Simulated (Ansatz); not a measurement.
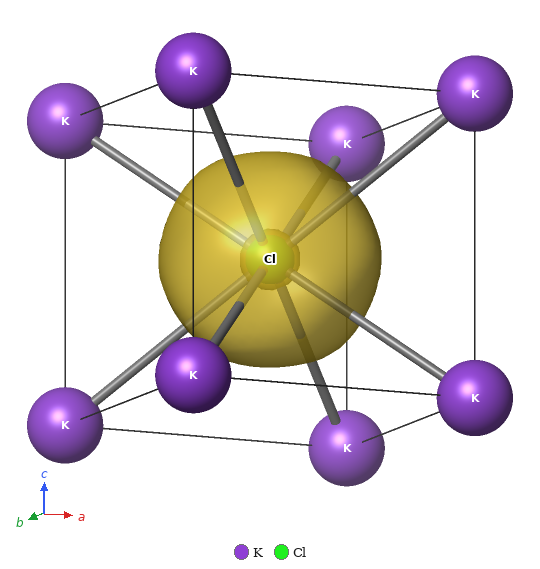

The picture shows: KCl. Isosurface of the electron localisation function at 0.65 (yellow), seen at an oblique angle. Only the valence region is drawn (cores and ρ < 0.01 e/Å³ removed). Sticks mark near contacts.

Space group Pm-3m; a structure from a database of computed crystals, not necessarily the ambient phase.

Theory: Kohn-Sham DFT of a periodic cell, PBE0, Ansatz PAW in Ansatz.

Core electrons are frozen (PAW), and the valence fields are smoothed inside the atomic spheres.

> Identify the bonds, lone pairs and shells in this picture.

The ELF exceeds this value in one region wrapped around Cl (its valence shell), counted in one cell of 2 atoms. Any copies at cell faces, edges or corners count once. Along the contacts the grid gives the following. K–Cl (3.26 Å): the ELF is about 0.05 at the midpoint: a largely ionic contact.

> Metal or insulator at this level of theory?

It is gapped, with a Kohn–Sham gap of 7.1 eV on the k-point mesh (the band edges may lie off the mesh, which would make the gap smaller).
